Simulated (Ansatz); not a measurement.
**Σ3 (112) boundary in fcc Ag with P (substitutional): structure and resistance**

Aim: the relaxed structure and the specific resistance of the Σ3 (112) boundary in fcc Ag with P (substitutional).

Program: Ansatz 0.2.0. Level of theory: Ansatz plane-wave DFT, PBE, PAW files; relaxation of a bicrystal slab with its lowest layers held; PAW set soft_1, in the first sound run; inputs show where later runs differ. Results are calculated unless marked as measured.

**1. The starting structure**

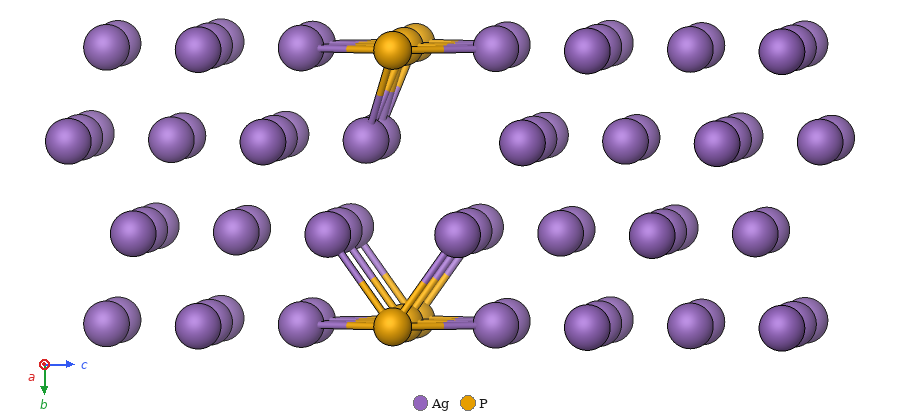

Start, viewed from the side, with the c axis across the page; silver purple, phosphorus orange. 2×1×1 cells are drawn. Some periodic images of atoms are drawn too.

The cell holds 23 atoms: 22 Ag and 1 P. Cell: a = 2.889 Å, b = 7.078 Å, c = 30.184 Å, α = 90.0°, β = 90.0°, γ = 90.0°. It derives from Ag. built on the (1 1 2) plane; 2 overlapping atoms removed and the grains opened by 0 Å. Vacuum lies along c.

**2. Relaxing the bicrystal**

The boundary is built by mirroring the lower grain in the boundary plane and removing any atoms that overlap; then the P is put in at the boundary. A thin bicrystal slab is relaxed first, with the lowest layers held and the upper grain free to shift and open.

input.yaml reads:

```yaml
crystal:
  lattice:
    - [2.8893797293, 0.0, 0.0]
    - [0.0, 7.0775060099, 0.0]
    - [0.0, 0.0, 30.1841178906]
  atoms:
    - { symbol: Ag, position: [2.0e-10, 0.3333333334, 0.1656500289] }
    - { symbol: Ag, position: [0.5000000002, 0.0, 0.1932835044] }
    - { symbol: Ag, position: [1.0e-10, 0.6666666667, 0.2209169799] }
    - { symbol: Ag, position: [0.5000000001, 0.3333333334, 0.2485504554] }
    - { symbol: Ag, position: [1.0e-10, 0.0, 0.2761839309] }
    - { symbol: Ag, position: [0.5000000001, 0.6666666667, 0.3038174064] }
    - { symbol: Ag, position: [1.0e-10, 0.3333333334, 0.3314508819] }
    - { symbol: Ag, position: [0.5000000001, 0.0, 0.3590843574] }
    - { symbol: Ag, position: [0.0, 0.6666666667, 0.3867178329] }
    - { symbol: Ag, position: [0.5, 0.3333333333, 0.4143513084] }
    - { symbol: P, position: [0.0, 0.0, 0.4419847839] }
    - { symbol: Ag, position: [0.0, 0.6666666667, 0.4972517349] }
    - { symbol: Ag, position: [0.5000000001, 0.0, 0.5248852104] }
    - { symbol: Ag, position: [1.0e-10, 0.3333333334, 0.5525186859] }
    - { symbol: Ag, position: [0.5000000001, 0.6666666667, 0.5801521614] }
    - { symbol: Ag, position: [1.0e-10, 0.0, 0.6077856369] }
    - { symbol: Ag, position: [0.5000000001, 0.3333333334, 0.6354191124] }
    - { symbol: Ag, position: [1.0e-10, 0.6666666667, 0.6630525879] }
    - { symbol: Ag, position: [0.5000000002, 0.0, 0.6906860634] }
    - { symbol: Ag, position: [2.0e-10, 0.3333333334, 0.7183195389] }
    - { symbol: Ag, position: [0.5000000002, 0.6666666667, 0.7459530144] }
    - { symbol: Ag, position: [2.0e-10, 1.0e-10, 0.7735864899] }
    - { symbol: Ag, position: [0.5000000002, 0.3333333334, 0.8012199654] }
kpoints:
  mp_grid: { grid: [8, 4, 1] }
hamiltonian:
  xc: pbe
  pseudopotentials: { kind: paw, azcp: { folder: soft_1 } }
scf:
  occupations: { method: fermi_dirac, width: 0.1 }
relax:
  f_tol: 0.03
  max_steps: 80
  constraints: [{ sites: [0, 1, 2, 3] }]
```

On the command line:

```bash
ansatz run input.yaml --threads 4 --pin off --max-ram 15360MiB --backend cpu --events-out ev --progress --plain --runs-dir out
```

Numbers of over 12 decimals in the logs are rounded to 6 here.

What it wrote:

```text
Engine: ansatz 0.2.0, aarch64-unknown-linux-gnu
Pseudopotentials: kind: paw
Pseudopotential: Ag, paw, valence charge 19, recommended cutoff 420 eV (normal), soft_1/Ag.paw.azcp
Pseudopotential: P, paw, valence charge 5, recommended cutoff 420 eV (normal), soft_1/P.paw.azcp
Functional definition: PBE
  parameter kappa = 0.804
  parameter beta = 0.066725
  exchange = pbe_x(kappa = kappa, mu = beta*pi^2/3)
  correlation = pbe_c(beta = beta)
Crystal: 23 atoms, lattice volume = 617.253 Å³
Basis set: ecut = 420 eV, 12043 PW (Γ), exchange–correlation on 40×96×432 points (8 copies of the dense FFT grid, shifted against one another)
Bands: 254, of which v1, the nominal top of the filled ones, is band 212 counted from 1 (211 counted from 0)
Symmetry: 2 space group operations
Space group: Pm (ITA 6), of the structure as read, at distance tolerance 8.5e-5 Å
k-points: 15 of 32 (time reversal used)
Non-local potential: Ag, projectors of the file, l = 0: 3, l = 1: 2, l = 2: 2, l = 3: 1
Non-local potential: P, projectors of the file, l = 0: 2, l = 1: 2, l = 2: 1
PAW form: soft (Blöchl's): semilocal exchange-correlation on the pseudo side does not see the compensation charge
PAW one-centre angular grid: Ag, 590 points (default); XC on 64 Gauss nodes
PAW one-centre angular grid: P, 110 points (default); XC on 64 Gauss nodes
Initial density: superposition of atomic densities (neutral atoms: chi_scale 0, normalization atom)
Initial wavefunctions: pseudopotential atomic-orbital guess
Functional: x = pbe(κ = 0.804, μ = 0.219515), c = pbe(β = 0.066725)
SCF iter   1: F=—  HF=-167750.673659 eV  |F-HF|=—  |Δ(HF+E_count)|=         —  Δρ=5.22e-2  dr2=2.31e1  ethr=3.10e-3  ⟨swp⟩=6.3  Hψ=14206  notcnv=0  defer=157
preconditioner: auto → LDOS  [metal: Δε(μ)=0.027 eV  Ē_g=9.027 eV  σ=0.100 eV  W_gap=0.07  n_scr=166 (ndim 8)  ℏωp=23.5 eV  f_vac=0.319  D(μ)=7.49/eV (n_scr^D=36)  β→1.0]
SCF iter   2: F=—  HF=-167753.245611 eV  |F-HF|=—  |Δ(HF+E_count)|=    2.57e0  Δρ=7.12e-2  dr2=2.65e1  ethr=3.10e-3  ⟨swp⟩=3.0  Hψ=7907  notcnv=0  defer=399
SCF iter   3: F=—  HF=-167745.455286 eV  |F-HF|=—  |Δ(HF+E_count)|=    7.79e0  Δρ=8.78e-3  dr2=5.01e-1  ethr=3.10e-3  ⟨swp⟩=2.4  Hψ=7153  notcnv=0  defer=394
SCF iter   4: F=—  HF=-167745.414703 eV  |F-HF|=—  |Δ(HF+E_count)|=   4.06e-2  Δρ=1.98e-3  dr2=3.36e-2  ethr=1.19e-4  ⟨swp⟩=2.0  Hψ=7630  notcnv=0  defer=394
SCF iter   5: F=—  HF=-167745.409755 eV  |F-HF|=—  |Δ(HF+E_count)|=   4.95e-3  Δρ=5.70e-4  dr2=1.95e-3  ethr=7.95e-6  ⟨swp⟩=2.0  Hψ=5722  notcnv=0  defer=394
SCF iter   6: F=—  HF=-167745.410135 eV  |F-HF|=—  |Δ(HF+E_count)|=   3.80e-4  Δρ=2.76e-4  dr2=5.79e-4  ethr=4.61e-7  ⟨swp⟩=2.5  Hψ=6460  notcnv=0  defer=394
SCF iter   7: F=—  HF=-167745.410251 eV  |F-HF|=—  |Δ(HF+E_count)|=   1.16e-4  Δρ=8.93e-5  dr2=8.18e-5  ethr=1.37e-7  ⟨swp⟩=2.1  Hψ=5223  notcnv=0  defer=394
SCF iter   8: F=-167745.410263 eV  HF=-167745.410264 eV  |F-HF|=1.09e-7  |Δ(HF+E_count)|=   1.27e-5  Δρ=1.92e-5  dr2=2.65e-6  ethr=5.32e-9  ⟨swp⟩=4.0  Hψ=11980  notcnv=0
SCF 1 converged in 8 iterations: F = -167745.410263 eV  dr2 = 2.65e-6
  greatest PAW one-centre occupation: 1.001 electrons in one spin orbital (limit 2), on the Ag atom at site 15 (counted from 0), in its partial waves of l = 0
relax step   1: F+E_penalty+E_count = -167745.41026343 eV  Δ(F+E_penalty+E_count) = +0.000e0 eV  max|allowed force component| = 6.464e-1 eV/Å  Δτ_max = 0.0000 Å  (8 SCF iters, dr2 threshold 2.25e-5 eV, accepted)
Initial density: handed on by an earlier stage of this run
Initial wavefunctions: those handed on with the density
iter 1 solved again at ethr=3.41e-5 eV; its pass at ethr=3.10e-3 eV (dr2=1.44e-1 eV) is discarded
SCF iter   1: F=—  HF=-167745.866736 eV  |F-HF|=—  |Δ(HF+E_count)|=         —  Δρ=4.29e-3  dr2=1.26e-1  ethr=3.41e-5  ⟨swp⟩=1.9  Hψ=13400  notcnv=0  defer=390
preconditioner: auto → LDOS  [metal: Δε(μ)=0.046 eV  Ē_g=9.416 eV  σ=0.100 eV  W_gap=0.11  n_scr=166 (ndim 8)  ℏωp=23.5 eV  f_vac=0.312  D(μ)=7.65/eV (n_scr^D=36)  β→1.0]
SCF iter   2: F=—  HF=-167745.861201 eV  |F-HF|=—  |Δ(HF+E_count)|=   5.53e-3  Δρ=3.31e-3  dr2=1.48e-1  ethr=2.97e-5  ⟨swp⟩=2.1  Hψ=6502  notcnv=0  defer=390
SCF iter   3: F=—  HF=-167745.832302 eV  |F-HF|=—  |Δ(HF+E_count)|=   2.89e-2  Δρ=4.54e-4  dr2=2.36e-3  ethr=2.97e-5  ⟨swp⟩=2.0  Hψ=5683  notcnv=0  defer=390
SCF iter   4: F=—  HF=-167745.832825 eV  |F-HF|=—  |Δ(HF+E_count)|=   5.23e-4  Δρ=3.98e-4  dr2=1.29e-3  ethr=5.57e-7  ⟨swp⟩=2.9  Hψ=7241  notcnv=0  defer=393
SCF iter   5: F=—  HF=-167745.832492 eV  |F-HF|=—  |Δ(HF+E_count)|=   3.34e-4  Δρ=6.16e-5  dr2=3.24e-5  ethr=3.06e-7  ⟨swp⟩=2.1  Hψ=5658  notcnv=0  defer=393
SCF iter   6: F=-167745.832492 eV  HF=-167745.832493 eV  |F-HF|=4.30e-7  |Δ(HF+E_count)|=   1.09e-6  Δρ=1.94e-5  dr2=2.53e-6  ethr=6.17e-9  ⟨swp⟩=4.0  Hψ=11919  notcnv=0
SCF 2 converged in 6 iterations: F = -167745.832492 eV  dr2 = 2.53e-6
relax step   2: F+E_penalty+E_count = -167745.83249231 eV  Δ(F+E_penalty+E_count) = -4.222e-1 eV  max|allowed force component| = 3.571e-1 eV/Å  Δτ_max = 0.1949 Å  (6 SCF iters, dr2 threshold 2.61e-5 eV, accepted)
SCF iter   1: F=—  HF=-167746.014514 eV  |F-HF|=—  |Δ(HF+E_count)|=         —  Δρ=4.01e-3  dr2=1.08e-1  ethr=2.30e-4  ⟨swp⟩=5.8  Hψ=9462  notcnv=0  defer=384
preconditioner: auto → LDOS  [metal: Δε(μ)=0.041 eV  Ē_g=9.415 eV  σ=0.100 eV  W_gap=0.10  n_scr=166 (ndim 8)  ℏωp=23.5 eV  f_vac=0.312  D(μ)=7.65/eV (n_scr^D=36)  β→1.0]
SCF iter   2: F=—  HF=-167746.004851 eV  |F-HF|=—  |Δ(HF+E_count)|=   9.66e-3  Δρ=3.13e-3  dr2=1.27e-1  ethr=2.54e-5  ⟨swp⟩=2.0  Hψ=7623  notcnv=0  defer=392
SCF iter   3: F=—  HF=-167745.980328 eV  |F-HF|=—  |Δ(HF+E_count)|=   2.45e-2  Δρ=3.56e-4  dr2=2.36e-3  ethr=2.54e-5  ⟨swp⟩=2.0  Hψ=5655  notcnv=0  defer=392
SCF iter   4: F=—  HF=-167745.980743 eV  |F-HF|=—  |Δ(HF+E_count)|=   4.15e-4  Δρ=3.56e-4  dr2=1.00e-3  ethr=5.59e-7  ⟨swp⟩=2.9  Hψ=7241  notcnv=0  defer=392
SCF iter   5: F=—  HF=-167745.980480 eV  |F-HF|=—  |Δ(HF+E_count)|=   2.63e-4  Δρ=5.46e-5  dr2=2.80e-5  ethr=2.37e-7  ⟨swp⟩=2.0  Hψ=6321  notcnv=0  defer=392
SCF iter   6: F=-167745.980478 eV  HF=-167745.980478 eV  |F-HF|=5.71e-8  |Δ(HF+E_count)|=   2.53e-6  Δρ=1.39e-5  dr2=1.08e-6  ethr=1.88e-9  ⟨swp⟩=4.6  Hψ=12536  notcnv=0
SCF 3 converged in 6 iterations: F = -167745.980478 eV  dr2 = 1.08e-6
  greatest PAW one-centre occupation: 1.001 electrons in one spin orbital (limit 2), on the Ag atom at site 12 (counted from 0), in its partial waves of l = 0
relax step   3: F+E_penalty+E_count = -167745.98047770 eV  Δ(F+E_penalty+E_count) = -1.480e-1 eV  max|allowed force component| = 2.325e-1 eV/Å  Δτ_max = 0.1950 Å  (6 SCF iters, dr2 threshold 7.97e-6 eV, accepted)
[...]
relax step   4: F+E_penalty+E_count = -167746.06425753 eV  Δ(F+E_penalty+E_count) = -8.378e-2 eV  max|allowed force component| = 7.971e-2 eV/Å  Δτ_max = 0.2000 Å  (6 SCF iters, dr2 threshold 1.65e-5 eV, accepted)
[...]
relax step   5: F+E_penalty+E_count = -167746.08273156 eV  Δ(F+E_penalty+E_count) = -1.847e-2 eV  max|allowed force component| = 3.083e-2 eV/Å  Δτ_max = 0.1219 Å  (8 SCF iters, accepted)
SCF iter   1: F=—  HF=-167746.092670 eV  |F-HF|=—  |Δ(HF+E_count)|=         —  Δρ=1.80e-3  dr2=2.51e-2  ethr=5.04e-5  ⟨swp⟩=4.3  Hψ=7923  notcnv=0  defer=402
preconditioner: auto → LDOS  [metal: Δε(μ)=0.032 eV  Ē_g=9.457 eV  σ=0.100 eV  W_gap=0.08  n_scr=166 (ndim 8)  ℏωp=23.5 eV  f_vac=0.321  D(μ)=7.45/eV (n_scr^D=36)  β→1.0]
SCF iter   2: F=—  HF=-167746.089630 eV  |F-HF|=—  |Δ(HF+E_count)|=   3.04e-3  Δρ=1.44e-3  dr2=1.95e-2  ethr=5.92e-6  ⟨swp⟩=2.1  Hψ=7169  notcnv=0  defer=402
SCF iter   3: F=—  HF=-167746.084703 eV  |F-HF|=—  |Δ(HF+E_count)|=   4.93e-3  Δρ=2.27e-4  dr2=5.99e-4  ethr=4.61e-6  ⟨swp⟩=2.0  Hψ=5786  notcnv=0  defer=402
SCF iter   4: F=—  HF=-167746.084657 eV  |F-HF|=—  |Δ(HF+E_count)|=   4.60e-5  Δρ=1.61e-4  dr2=2.03e-4  ethr=1.42e-7  ⟨swp⟩=3.0  Hψ=7775  notcnv=0  defer=402
SCF iter   5: F=—  HF=-167746.084581 eV  |F-HF|=—  |Δ(HF+E_count)|=   7.52e-5  Δρ=3.41e-5  dr2=2.02e-5  ethr=4.80e-8  ⟨swp⟩=2.0  Hψ=6271  notcnv=0  defer=402
SCF iter   6: F=—  HF=-167746.084960 eV  |F-HF|=—  |Δ(HF+E_count)|=   3.78e-4  Δρ=8.77e-6  dr2=1.32e-6  ethr=4.77e-9  ⟨swp⟩=2.1  Hψ=5276  notcnv=0  defer=402
SCF iter   7: F=—  HF=-167746.084960 eV  |F-HF|=—  |Δ(HF+E_count)|=   9.11e-8  Δρ=2.66e-6  dr2=2.32e-7  ethr=3.12e-10  ⟨swp⟩=2.0  Hψ=5379  notcnv=0  defer=402
SCF iter   8: F=-167746.084960 eV  HF=-167746.084960 eV  |F-HF|=1.06e-8  |Δ(HF+E_count)|=   2.83e-8  Δρ=9.06e-7  dr2=1.22e-8  ethr=2.36e-11  ⟨swp⟩=4.0  Hψ=12031  notcnv=0
SCF 6 converged in 8 iterations: F = -167746.084960 eV  dr2 = 1.22e-8
relax step   6: F+E_penalty+E_count = -167746.08495975 eV  Δ(F+E_penalty+E_count) = -2.228e-3 eV  max|allowed force component| = 1.278e-2 eV/Å  Δτ_max = 0.0533 Å  (8 SCF iters, accepted)
SCF converged after 8 iterations
Free energy (F): -167746.084960 eV
Harris-Foulkes:  -167746.084960 eV  (|F-HF|=1.06e-8)
Internal energy: -167745.842186 eV  (E = F + TS)
E sigma→0 (E₀):  -167745.963573 eV
Entropy (-TS):   -0.242774 eV (-10.555 meV/atom)
Fermi energy:    9.150337 eV
--- Per-component energies (eV) ---
  E_band       = -8509.071677
  E_kinetic    = 10351.823363
  E_local      = -483294.253905  (includes V_loc(G=0)·N_el)
  E_nonlocal   = 733.055611
  E_hartree    = 239598.947099
  E_xc         = -3564.154581
  E_vxc        = -4478.941572  (∫ρ·V_xc dr)
  E_paw        = -87581.593208  (= ΣΔE_a)
  E_vpaw       = -11018.618640  (= ΣTr[D̂ρ^β])
  E_aug_tail   = 0.008338  (compensation charges beyond the density's cutoff)
  E_ewald      = 156010.325098
  E_smearing   = -0.242774  (= −TS)
  E_closure    = 0.000000  (closes the sum)
  Σ components = -167746.084960   (vs F -167746.084960, Δ=0.00e0)
--- Forces (eV/Å), atoms counted from 1 ---
  atom   1  Ag    -0.00000000    -0.01228504     0.08171179
  atom   2  Ag    -0.00000000    -0.04320995    -0.02778587
  atom   3  Ag     0.00000000     0.08575005    -0.15290790
  atom   4  Ag     0.00000000    -0.02766482     0.10504128
  atom   5  Ag    -0.00000000     0.00231477    -0.00145217
  atom   6  Ag     0.00000000     0.00092323    -0.00577991
  atom   7  Ag    -0.00000000    -0.00395504     0.00209294
  atom   8  Ag     0.00000000     0.00511380    -0.00748445
  atom   9  Ag     0.00000000    -0.00992484     0.00972387
  atom  10  Ag    -0.00000000     0.01006247    -0.00901564
  atom  11  P      0.00000000    -0.01121937     0.00186516
  atom  12  Ag     0.00000000     0.01113989     0.00181369
  atom  13  Ag     0.00000000    -0.00506777     0.00774117
  atom  14  Ag     0.00000000     0.01278490     0.00702841
  atom  15  Ag     0.00000000    -0.00394165    -0.00901082
  atom  16  Ag     0.00000000    -0.00257937     0.00188823
  atom  17  Ag     0.00000000     0.00088894    -0.00160951
  atom  18  Ag    -0.00000000     0.00007149     0.00033307
  atom  19  Ag    -0.00000000    -0.00163674    -0.00187468
  atom  20  Ag     0.00000000     0.00005062    -0.00097488
  atom  21  Ag     0.00000000    -0.00214619    -0.00025871
  atom  22  Ag    -0.00000000    -0.00230390     0.00021482
  atom  23  Ag    -0.00000000    -0.00318099    -0.00131349
  max |Σ_I F_I| component: 1.55e-5 eV/Å
--- Relaxed structure (6 steps of the walk, 6 accepted, 0 SCFs on fresh bases) ---
  F+E_penalty+E_count = -167746.08495975 eV   max|allowed force component| = 1.278e-2 eV/Å
  atoms:
    - { symbol: Ag, position: [0.0, 0.333333, 0.1656500289] }
    - { symbol: Ag, position: [0.500000, 0.0, 0.1932835044] }
    - { symbol: Ag, position: [0, 0.666667, 0.2209169799] }
    - { symbol: Ag, position: [0.500000, 0.333333, 0.2485504554] }
    - { symbol: Ag, position: [-1.6738125385298392e-18, -0.0061549, 0.278723] }
    - { symbol: Ag, position: [0.500000, 0.654914, 0.306619] }
    - { symbol: Ag, position: [-3.495672430632994e-18, 0.320479, 0.335229] }
    - { symbol: Ag, position: [0.500000, -0.014147, 0.362966] }
    - { symbol: Ag, position: [-8.336211629567498e-18, 0.636013, 0.391192] }
    - { symbol: Ag, position: [0.500000, 0.315419, 0.437587] }
    - { symbol: P, position: [-4.378013770850234e-18, -0.016099, 0.437179] }
    - { symbol: Ag, position: [-9.078198787151412e-18, 0.633285, 0.482812] }
    - { symbol: Ag, position: [0.500000, -0.019869, 0.511166] }
    - { symbol: Ag, position: [-4.765284622441284e-18, 0.315811, 0.537684] }
    - { symbol: Ag, position: [0.500000, 0.649340, 0.568012] }
    - { symbol: Ag, position: [-3.301616063017719e-18, -0.012141, 0.595450] }
    - { symbol: Ag, position: [0.500000, 0.322322, 0.624300] }
    - { symbol: Ag, position: [-1.6168213946965172e-18, 0.660721, 0.653000] }
    - { symbol: Ag, position: [0.500000, -0.00426096, 0.680983] }
    - { symbol: Ag, position: [8.102909190263467e-19, 0.336313, 0.709031] }
    - { symbol: Ag, position: [0.500000, 0.671188, 0.739897] }
    - { symbol: Ag, position: [4.2742104562738373e-19, 0.0015717, 0.766631] }
    - { symbol: Ag, position: [0.500000, 0.334454, 0.791749] }
```

It took 6.8 min on 4 threads of Arm Neoverse V1, shared host; peak memory 3.6 GiB; 27 min of CPU time.

Step by step:

```csv
step,energy less that of the first step (eV),largest force component (eV/Å)
1,0.0000,0.6464
2,-0.4222,0.3571
3,-0.5702,0.2325
4,-0.6540,0.0797
5,-0.6725,0.0308
6,-0.6747,0.0128
```

The run keeps the 2 symmetry operations that it works with, so distortions that break them were not tested.

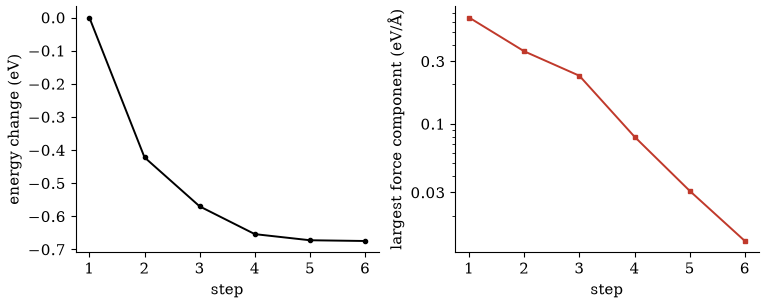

Energy and largest force along the relaxation.

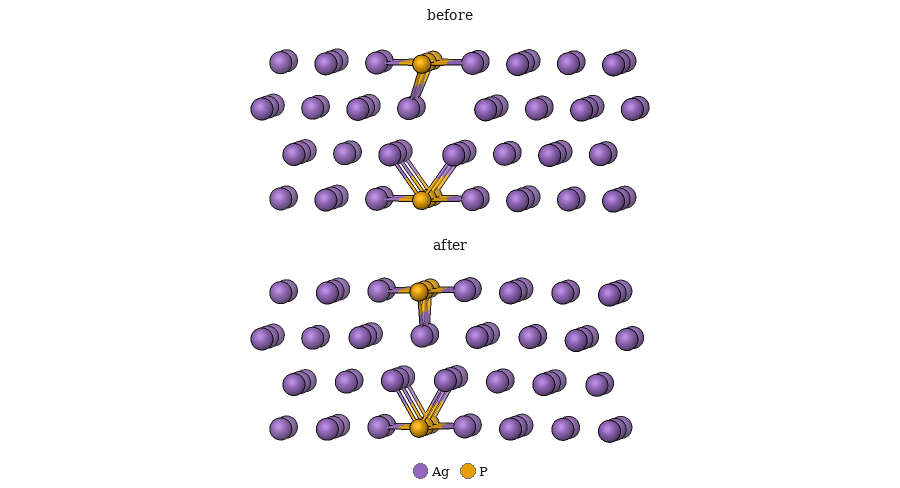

The structure before and after the relaxation, drawn at the same scale.

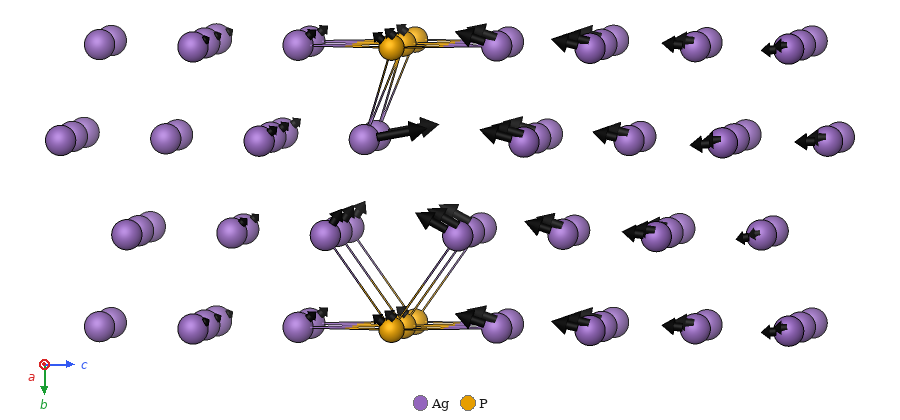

Displacements in the relaxation, exaggerated; the longest in the cell stands for 0.71 Å. 2×1×1 cells are drawn. Some periodic images of atoms are drawn too.

The atoms that moved most (Å):

```csv
atom,dx,dy,dz,length
Ag10,0.000,-0.127,0.701,0.713
Ag12,0.000,-0.236,-0.436,0.496
Ag14,0.000,-0.124,-0.448,0.465
Ag13,0.000,-0.141,-0.414,0.437
Ag15,0.000,-0.123,-0.366,0.386
Ag16,0.000,-0.086,-0.372,0.382
Ag17,0.000,-0.078,-0.336,0.345
Ag18,0.000,-0.042,-0.303,0.306
```

Numbers from this step:

```
free energy             : -167746.0850 eV
energy at zero smearing : -167745.9636 eV
Fermi energy            : 9.150 eV
```

The largest force component on a free atom ends at 0.013 eV/Å, under the tolerance of 0.03, after 6 steps.

[end of part 1 of 2]

[Logs are printed without paths, hosts, clocks, repeated set-up lines and the standing remarks that a program may print on its own settings, such as how far it seeks lower states.]

[Hosts, paths, dates, database ids (printed as entryN), source tags and the programs' standing remarks are cut or masked in the printed files.]
